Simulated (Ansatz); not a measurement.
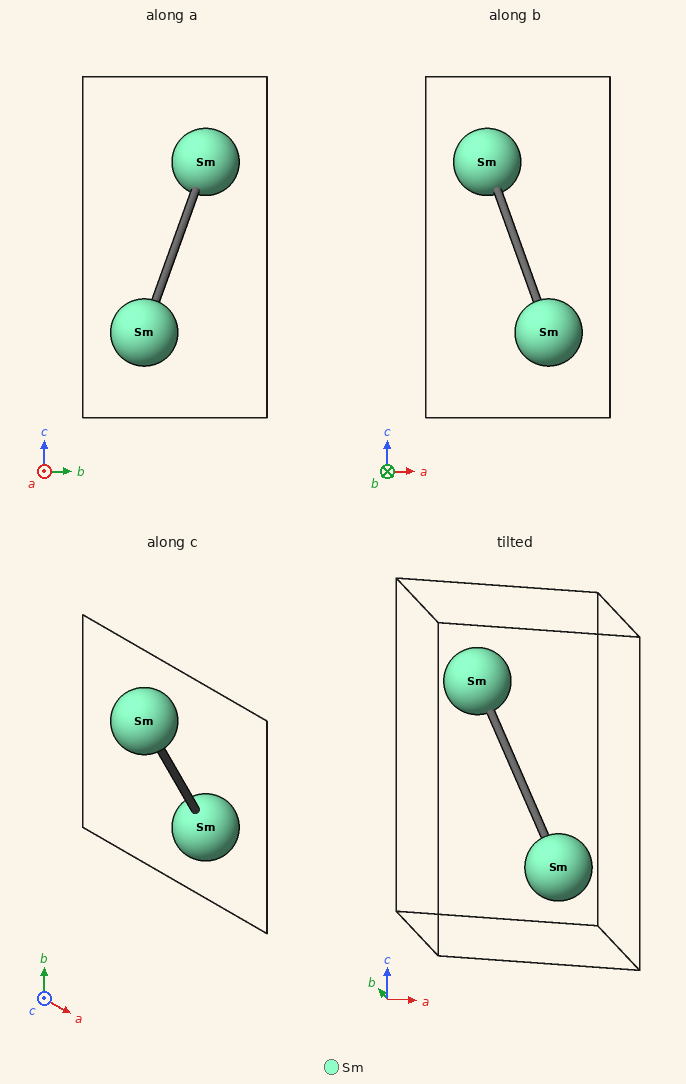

The figure gives a ball-and-stick picture of the atoms, viewed along the a axis, along the b axis, along the c axis and slightly off an axis. Lines trace the edges of the conventional unit cell.

Lattice parameters: a = 3.870 Å, b = 3.870 Å, c = 6.211 Å, α = 90.00°, β = 90.00°, γ = 120.00°.

Question: From the views, write a table of Wyckoff sites.

Answer: Space group P6_3/mmc (No. 194).
| atom | site | x | y | z |
| --- | --- | --- | --- | --- |
| Sm | 2d | 0.3333 | 0.6667 | 0.7500 |

Provenance: a structure type filled with this element by a generator (whether the element takes this form wasn't checked). Earlier steps of the study may have refined or changed the cell and positions. It was set up as input for a calculation with Ansatz.
